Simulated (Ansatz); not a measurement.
B

```cif
data_structure
_symmetry_space_group_name_H-M 'P 1'
_symmetry_Int_Tables_number 1
_cell_length_a 2.3427
_cell_length_b 2.3493
_cell_length_c 1.5858
_cell_angle_alpha 90.000
_cell_angle_beta 90.000
_cell_angle_gamma 90.000
_cell_volume 8.73
loop_
_atom_site_label
_atom_site_type_symbol
_atom_site_fract_x
_atom_site_fract_y
_atom_site_fract_z
_atom_site_occupancy
B1 B 0.50000 0.50000 0.00000 1
```

Space group P4/mmm; a structure generated by program, which may or may not match a known phase; computed without spin polarisation.

All numbers below come from DFT PBE, scalar-relativistic, plane waves, PAW (Ansatz).

In a PAW calculation such maps are meaningful between the atoms, not at the nuclei.

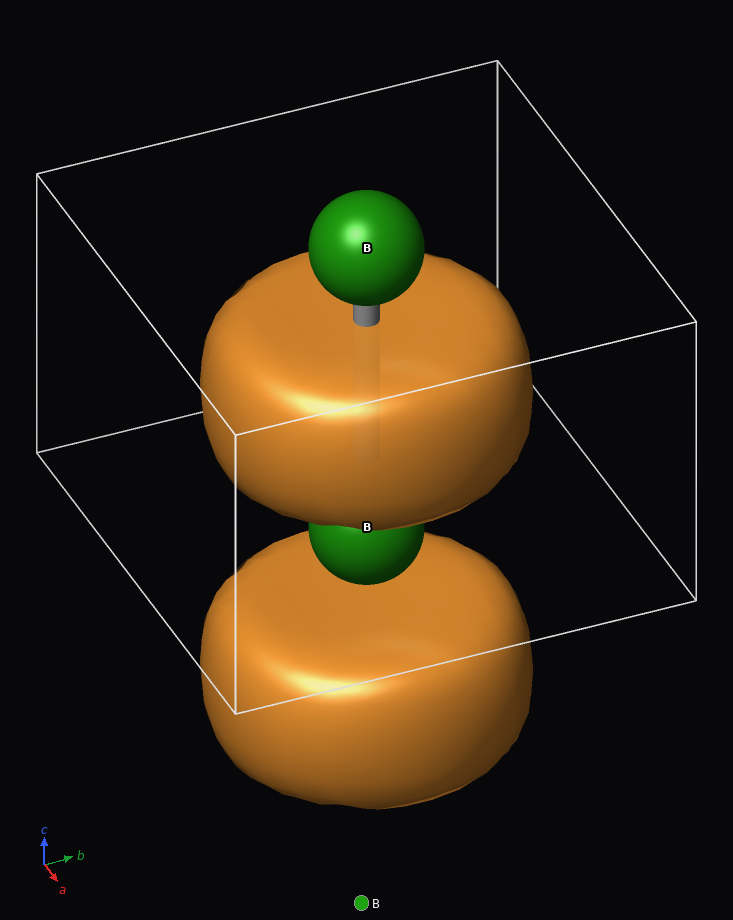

Figure 1. Isosurface of the electron localisation function at 0.7 (orange), seen at an oblique angle. Only the valence region is drawn (cores and ρ < 0.01 e/Å³ removed). Sticks mark near contacts.

Question: Identify the bonds, lone pairs and shells in this picture.

Answer: The surface consists of one region between bonded B–B atoms, counted in one cell of 1 atoms. Regions shared between cells count once.


B–B (1.59 Å): the ELF peaks at about 0.95 between the atoms.

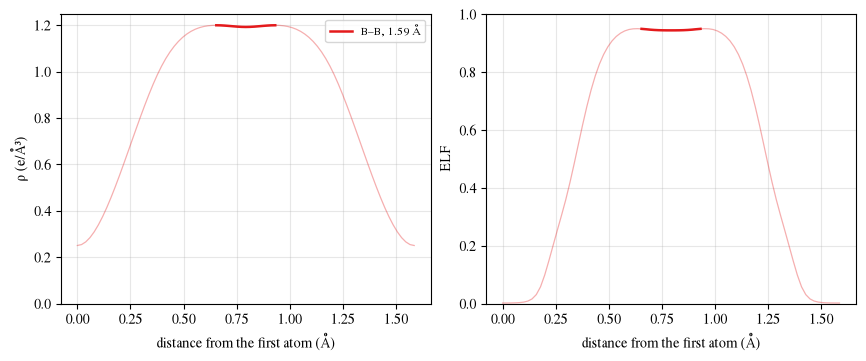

Figure 2. Valence electron density and ELF along straight lines between neighbouring atoms. Thin, pale parts lie inside the atomic spheres.

Question: What can be read from the curves?

Answer: B–B (1.59 Å): the density is about 1.2 e/Å³ at the midpoint; the ELF peaks at about 0.95 between the atoms.

Question: Does the calculation make it a metal, or give it a gap?

Answer: It is metallic or semimetallic at this level of theory: no gap opens.
